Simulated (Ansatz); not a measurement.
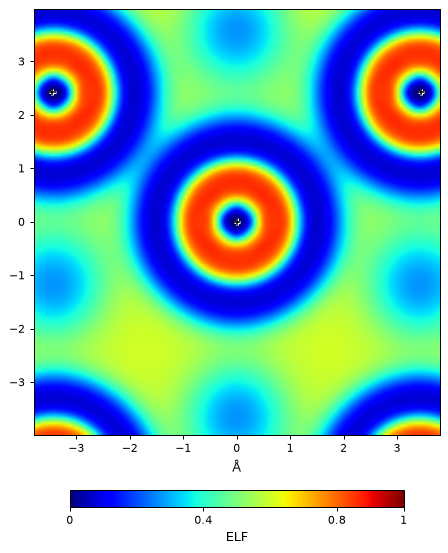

The electron localisation function on a plane through atoms (crosses mark nuclei in the plane).

These are results of DFT PBEsol, scalar-relativistic, plane waves, PAW (Ansatz 0.2.0), not measurements.

Candidates:
A. Ta2N, a = 3.08 Å, b = 3.08 Å, c = 4.82 Å, α = 90.00°, β = 90.00°, γ = 120.00°. Space group P-3m1; a structure from a database of computed crystals, not necessarily the ambient phase; computed without spin polarisation.
B. Sr, a = 4.20 Å, b = 4.20 Å, c = 6.89 Å, α = 90.00°, β = 90.00°, γ = 120.00°. Space group P6₃/mmc.
C. ScAl3, a = 5.72 Å, b = 5.79 Å, c = 4.07 Å, α = 90.00°, β = 90.00°, γ = 90.00°. Space group Cmmm; a structure from a database of computed crystals, not necessarily the ambient phase; changed on purpose from its base cell (strain +0.0125 x Voigt [0, 0, 0, 1, 0, 0], atoms carried along).

### Which candidate gave the map?

Candidate B: Sr on the (110) plane of the conventional cell, which holds Sr. Sr–Sr (4.21 Å): the ELF is about 0.30 at the midpoint: no localised pair shows between them.
